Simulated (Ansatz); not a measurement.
## TiAl3: geometry relaxation (part 1 of 2)

The run: geometry relaxation of TiAl3 (I4/mmm, 4 atoms in the cell). Method and program: DFT PBE, scalar-relativistic, plane waves, PAW, no spin polarisation (Ansatz 0.2.0).

The structure derives from a Materials Project entry.

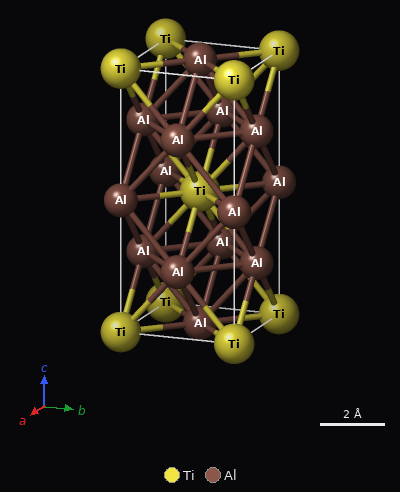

**Figure 1.** The structure as given in the input (ball-and-stick view of the cell 2 times as large as that of the calculation, set on its symmetry axes, seen slightly off an axis). Near neighbours in the crystal (not all of them lie inside the picture): Ti has 12 Al at 2.70 to 2.87 Å; Al has 8 Al at 2.70 to 2.87 Å and 4 Ti at 2.70 to 2.87 Å.

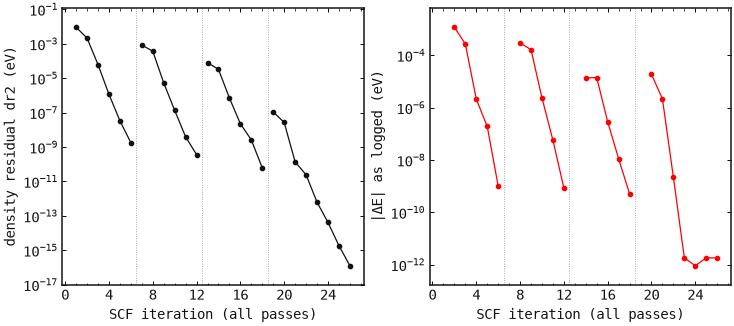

**Figure 2.** Convergence of the self-consistent field: density residual dr2 and size of the energy change against the SCF iteration. The dotted lines part the SCF passes of the relaxation: geometry steps, rejected trials and re-solves on a re-selected basis. The passes take 6, 6, 6 and 8 iterations.

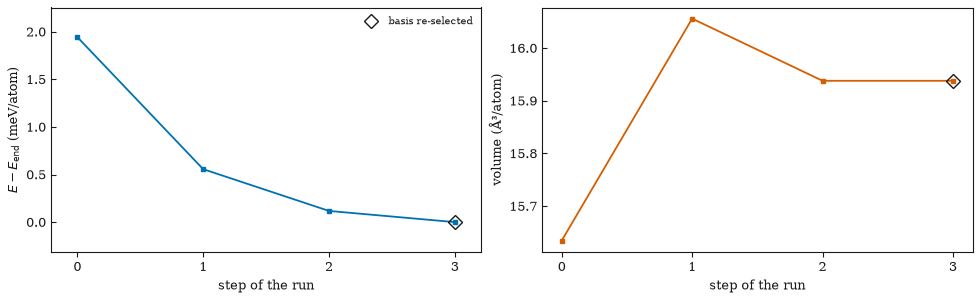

**Figure 3.** Progress of the relaxation, step by step (the first geometry is step 0 here and step 1 in the log).

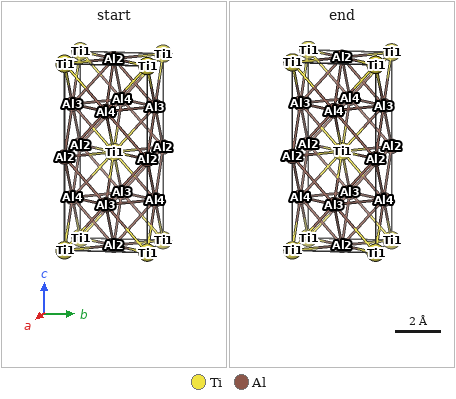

**Figure 4.** Before (left) and after (right) the relaxation, at one scale (ball-and-stick view of the cell 2 times as large as that of the calculation, set on its symmetry axes, seen slightly off an axis). The energy falls by 1.8 meV per atom in 2 geometry steps. All forces vanish by symmetry, so only the cell relaxes. The pressure goes from 2.10 to −0.01 GPa. The atoms keep their places relative to the cell (all moves are under 0.005 Å). Cell: a = b 3.822 → 3.845 Å (+0.6 %), c 8.561 → 8.623 Å (+0.7 %). Volume +1.9 %. Distances before and after: Al2–Al3 2.869 → 2.889 Å, Ti1–Al3 2.869 → 2.889 Å, Al3–Al4 2.703 → 2.719 Å, Ti1–Al2 2.703 → 2.719 Å. The space group stays I4/mmm (No. 139). A last SCF at the same geometry on a re-selected plane-wave basis shifts the energy by −0.1 meV per atom. (Atoms are counted from 1 in the order of the input.)

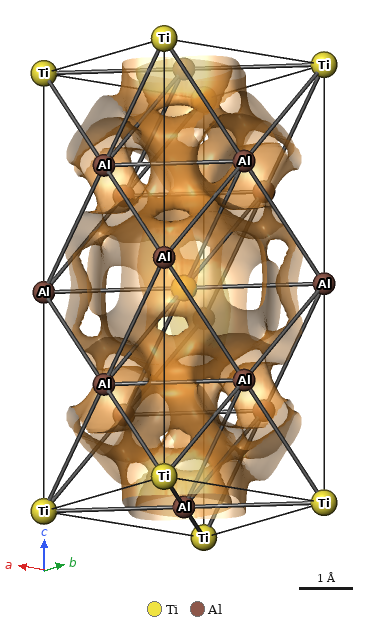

**Figure 5.** Isosurface of the ELF at 0.6 (orange), seen at an oblique angle. Core shells and regions of very low density are left out. Sticks mark near contacts. The outline is the cell set on symmetry axes. Values along the shortest contacts: Ti–Al (2.72 Å): the ELF is about 0.35 at the midpoint, which marks nearly free electrons, as in a simple metal. Al–Al (2.72 Å): the ELF peaks at about 0.70 between the atoms. The fields are those of the smooth PAW valence density.

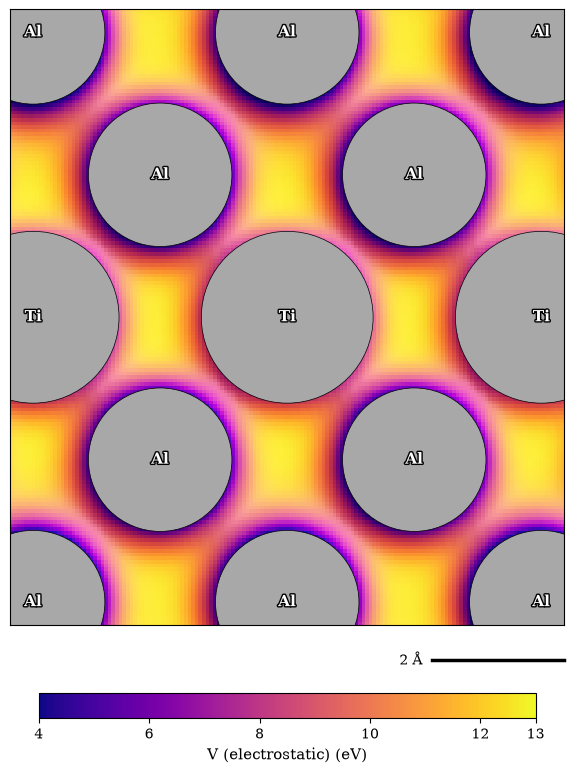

**Figure 6.** Electrostatic potential (local pseudopotential plus Hartree) felt by an electron on the (100) plane of the conventional cell. Grey discs, where drawn, cover atomic cores. The plane passes through Ti and Al nuclei. Outside the cores the potential energy rises away from the atoms and is highest about 1.9 Å from the nearest atoms; outside the discs it spans about 8 eV, and its zero is arbitrary.

The input that produced these results follows, with the program's output.

## Input file
```yaml
crystal:
  lattice:
    - [-1.9111067713, 1.9111067713, 4.2806687947]
    - [1.9111067713, -1.9111067713, 4.2806687947]
    - [1.9111067713, 1.9111067713, -4.2806687947]
  atoms:
    - { symbol: Ti, position: [0.0, 0.0, 0.0] }
    - { symbol: Al, position: [0.5, 0.5, 0.0] }
    - { symbol: Al, position: [0.75, 0.25, 0.5] }
    - { symbol: Al, position: [0.25, 0.75, 0.5] }
basis:
  ecutwfc: 420
kpoints:
  mp_grid: { grid: [16, 16, 16] }
hamiltonian:
  xc: pbe
scf:
  occupations: { method: gaussian, width: 0.1 }
output:
  forces: true
  stress: true
  eigenvalues: true
  write_density: true
  write_potential: true
  elf: true
  volumetric_format: npy
relax:
  adjacent_minimum: "off"
  f_tol: 0.005
  max_steps: 80
  cell: { stress_tol: 0.05 }
```

Launched with:
```bash
ansatz run input.yaml --threads 4 --pin off --max-ram 8192MiB --backend cpu --events-out ev --progress --plain --runs-dir out
```

## Log
```
Engine: ansatz 0.2.0, x86_64-unknown-linux-gnu
Pseudopotentials: kind: paw
Pseudopotential: Ti, paw, valence charge 12, recommended cutoff 420 eV (normal), Ti.paw.azcp
Pseudopotential: Al, paw, valence charge 3, recommended cutoff 420 eV (normal), Al.paw.azcp
Functional definition: PBE
  parameter kappa = 0.804
  parameter beta = 0.06672455060314922
  exchange = pbe_x(kappa = kappa, mu = beta*pi^2/3)
  correlation = pbe_c(beta = beta)
Crystal: 4 atoms, lattice volume = 62.538 Å³
Basis set: ecut = 420 eV, 1203 PW (Γ), exchange–correlation on 72×72×72 points (8 copies of the dense FFT grid, shifted against one another)
Bands: 15, of which v1, the nominal top of the filled ones, is band 11 counted from 1 (10 counted from 0)
Symmetry: 16 space group operations
Space group: I4/mmm (ITA 139), of the structure as read, at distance tolerance 4.0e-5 Å
k-points: 349 of 4096
Non-local potential: Ti, projectors of the file, l = 0: 3, l = 1: 2, l = 2: 3, l = 3: 1
Non-local potential: Al, projectors of the file, l = 0: 2, l = 1: 2, l = 2: 1
PAW form: soft (Blöchl's): semilocal exchange-correlation on the pseudo side does not see the compensation charge
PAW one-centre angular grid: Ti, 590 points (default); XC on 64 Gauss nodes
PAW one-centre angular grid: Al, 110 points (default); XC on 64 Gauss nodes
Initial density: superposition of atomic densities (neutral atoms: chi_scale 0, normalization atom), corrected by the library's trained network
Initial wavefunctions: pseudopotential atomic-orbital guess
Functional: x = pbe(κ = 0.804, μ = 0.2195149727645171), c = pbe(β = 0.06672455060314922)
SCF iter   1: F=—  HF=-4113.759594 eV  |F-HF|=—  |Δ(HF+E_count)|=         —  Δρ=3.19e-3  dr2=9.19e-3  ethr=1.77e-3  ⟨swp⟩=5.4  Hψ=30141  notcnv=0
preconditioner: auto → Kerker (q_TF=auto, 2.275 Å⁻¹)  [metal: Δε(μ)=0.010 eV  Ē_g=5.565 eV  σ=0.100 eV  W_gap=0.06  n_scr=10 (ndim 8)  ℏωp=16.9 eV  f_vac=0.000  D(μ)=1.71/eV (n_scr^D=10)]
SCF iter   2: F=—  HF=-4113.758405 eV  |F-HF|=—  |Δ(HF+E_count)|=   1.19e-3  Δρ=1.57e-3  dr2=2.14e-3  ethr=4.38e-5  ⟨swp⟩=1.0  Hψ=8027  notcnv=0
SCF iter   3: F=—  HF=-4113.758133 eV  |F-HF|=—  |Δ(HF+E_count)|=   2.72e-4  Δρ=2.96e-4  dr2=6.16e-5  ethr=1.02e-5  ⟨swp⟩=2.0  Hψ=6125  notcnv=0
SCF iter   4: F=—  HF=-4113.758135 eV  |F-HF|=—  |Δ(HF+E_count)|=   2.13e-6  Δρ=3.85e-5  dr2=1.16e-6  ethr=2.93e-7  ⟨swp⟩=2.5  Hψ=7319  notcnv=0
iter 5 did not close the SCF: its close was put off for the readings that it lacked (scf_convergence_deferred on its scf_iter line)
SCF iter   5: F=-4113.758135 eV  HF=-4113.758135 eV  |F-HF|=4.85e-9  |Δ(HF+E_count)|=   1.92e-7  Δρ=8.46e-6  dr2=3.36e-8  ethr=5.50e-9  ⟨swp⟩=2.4  Hψ=7454  notcnv=0
SCF iter   6: F=-4113.758135 eV  HF=-4113.758135 eV  |F-HF|=8.63e-10  |Δ(HF+E_count)|=   1.02e-9  Δρ=1.55e-6  dr2=1.78e-9  ethr=1.60e-10  ⟨swp⟩=5.4  Hψ=26861  notcnv=0
SCF 1 converged in 6 iterations: F = -4113.758135 eV  dr2 = 1.78e-9
  greatest PAW one-centre occupation: 0.999 electrons in one spin orbital (limit 2), on the Ti atom at site 0 (counted from 0), in its partial waves of l = 0
relax step   1: F+E_penalty+E_count = -4113.75813487 eV  Δ(F+E_penalty+E_count) = +0.000e0 eV  max|allowed force component| = 1.041e-17 eV/Å  Δτ_max = 0.0000 Å  P = +2.096 GPa  Ω = 62.538 Å³  (6 SCF iters, dr2 threshold 1.00e-7 eV, accepted)
Crystal: 4 atoms, lattice volume = 64.224 Å³
Basis set: ecut = 420 eV, 1299 PW (Γ), exchange–correlation on 72×72×72 points (8 copies of the dense FFT grid, shifted against one another)
Initial density: handed on by an earlier stage of this run
Initial wavefunctions: those handed on with the density
iter 1 solved again at ethr=4.69e-6 eV; its pass at ethr=3.10e-3 eV (dr2=9.85e-4 eV) is discarded
SCF iter   1: F=—  HF=-4113.764151 eV  |F-HF|=—  |Δ(HF+E_count)|=         —  Δρ=8.73e-4  dr2=8.43e-4  ethr=4.69e-6  ⟨swp⟩=1.8  Hψ=33027  notcnv=0
preconditioner: auto → Kerker (q_TF=auto, 2.265 Å⁻¹)  [metal: Δε(μ)=0.009 eV  Ē_g=5.440 eV  σ=0.100 eV  W_gap=0.05  n_scr=10 (ndim 8)  ℏωp=16.7 eV  f_vac=0.000  D(μ)=1.74/eV (n_scr^D=10)]
SCF iter   2: F=—  HF=-4113.763850 eV  |F-HF|=—  |Δ(HF+E_count)|=   3.01e-4  Δρ=5.74e-4  dr2=3.74e-4  ethr=4.01e-6  ⟨swp⟩=1.0  Hψ=5235  notcnv=0
SCF iter   3: F=—  HF=-4113.763685 eV  |F-HF|=—  |Δ(HF+E_count)|=   1.65e-4  Δρ=8.64e-5  dr2=5.35e-6  ethr=1.78e-6  ⟨swp⟩=2.3  Hψ=7426  notcnv=0
iter 4 did not close the SCF: its close was put off for the readings that it lacked (scf_convergence_deferred on its scf_iter line)
SCF iter   4: F=-4113.763683 eV  HF=-4113.763683 eV  |F-HF|=7.24e-8  |Δ(HF+E_count)|=   2.38e-6  Δρ=1.50e-5  dr2=1.36e-7  ethr=2.55e-8  ⟨swp⟩=2.4  Hψ=8029  notcnv=0
iter 5 did not close the SCF: its close was put off for the readings that it lacked (scf_convergence_deferred on its scf_iter line)
SCF iter   5: F=-4113.763683 eV  HF=-4113.763683 eV  |F-HF|=2.71e-9  |Δ(HF+E_count)|=   5.72e-8  Δρ=2.39e-6  dr2=3.91e-9  ethr=6.48e-10  ⟨swp⟩=2.2  Hψ=7796  notcnv=0
SCF iter   6: F=-4113.763683 eV  HF=-4113.763683 eV  |F-HF|=3.11e-10  |Δ(HF+E_count)|=  8.48e-10  Δρ=8.14e-7  dr2=3.65e-10  ethr=1.86e-11  ⟨swp⟩=3.7  Hψ=23709  notcnv=0
SCF 2 converged in 6 iterations: F = -4113.763683 eV  dr2 = 3.65e-10
relax step   2: F+E_penalty+E_count = -4113.76368299 eV  Δ(F+E_penalty+E_count) = -5.548e-3 eV  max|allowed force component| = 7.806e-18 eV/Å  Δτ_max = 0.0000 Å  P = -0.781 GPa  Ω = 64.224 Å³  energy of the carried Pulay correction = -5.918e-4 eV  (6 SCF iters, dr2 threshold 4.00e-7 eV, accepted)
Crystal: 4 atoms, lattice volume = 63.751 Å³
iter 1 solved again at ethr=3.17e-7 eV; its pass at ethr=3.10e-3 eV (dr2=6.65e-5 eV) is discarded
```
